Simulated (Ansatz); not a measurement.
System: TaN.

Input

```
crystal:
  lattice:
    - [0.0, 2.2084007853, 2.2084007853]
    - [2.2084007853, 0.0, 2.2084007853]
    - [2.2084007853, 2.2084007853, 0.0]
  atoms:
    - { symbol: Ta, position: [0.5, 0.5, 0.5], spin: 0.05, spin_axis: [0.0, 0.0, 1.0] }
    - { symbol: "N", position: [-0.0452816358, 0.0452816358, 0.0452816358] }
basis:
  ecutwfc: 420
  ecutrho_ratio: 4
kpoints:
  mp_grid: { grid: [14, 14, 14] }
hamiltonian:
  xc: pbe
scf:
  occupations: { method: gaussian, width: 0.05 }
  lower_state_search: "off"
output:
  forces: true
  stress: true
  eigenvalues: true
  populations: true
  write_density: true
  write_potential: true
  elf: true
  volumetric_format: npy
magnetization:
  noncollinear: true
  spin_orbit: true
checkpoint:
  read: start.run
  write: ck
  compress: false
  write_wavefunctions: false
  write_every: 100000
```

Run with:

```sh
ansatz run input.yaml --threads 4 --pin off --max-ram 7168MiB --backend cpu --events-out ev --progress --plain --runs-dir out
```

Below, planes, directions and counts refer to the conventional cell (a = 3.12 Å, b = 3.12 Å, c = 4.42 Å, α = 90.00°, β = 90.00°, γ = 90.00°).

Space group I4mm; started from the TaN prototype; changed on purpose from its base cell (atom 2 (N) moved 0.2 A along x); not relaxed (largest force 1.9 eV/Å); computed pressure about 6 GPa in this cell; the program warned that a starting moment wasn't kept.

Theory: DFT PBE, spin-orbit coupling, plane waves, PAW (Ansatz 0.2.0).

Question: What will maps of the valence pseudo-density and electron localisation function show?

Answer: Ta–N (2.01 Å): ρ at the midpoint is about 0.89 e/Å³; the ELF peaks at about 0.80 in the valence shell of N, 0.6 Å from its nucleus, and is about 0.25 at the midpoint: no shared electron pair shows on this line.
Ta–Ta (3.12 Å): the density is about 0.23 e/Å³ at the midpoint; the ELF is about 0.25 at the midpoint: no shared electron pair shows on this line.

Question: Metal or insulator at this level of theory?

Answer: It is metallic or semimetallic at this level of theory: no gap opens; semilocal functionals without U, or without the true magnetic order, often close the gap of such compounds.

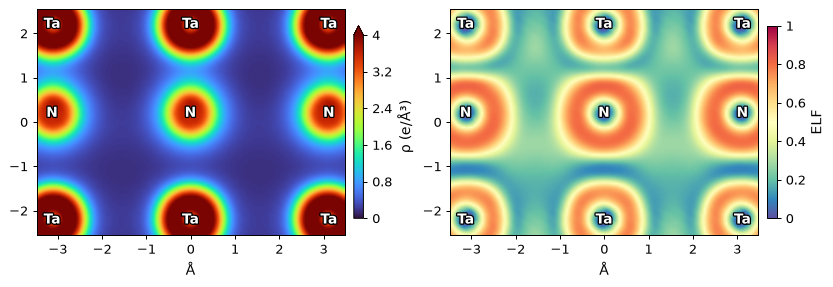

Computed valence pseudo-density and electron localisation function on the (010) plane of the conventional cell, in this order. 

Core electrons are frozen (PAW), and the valence fields are smoothed inside the atomic spheres.
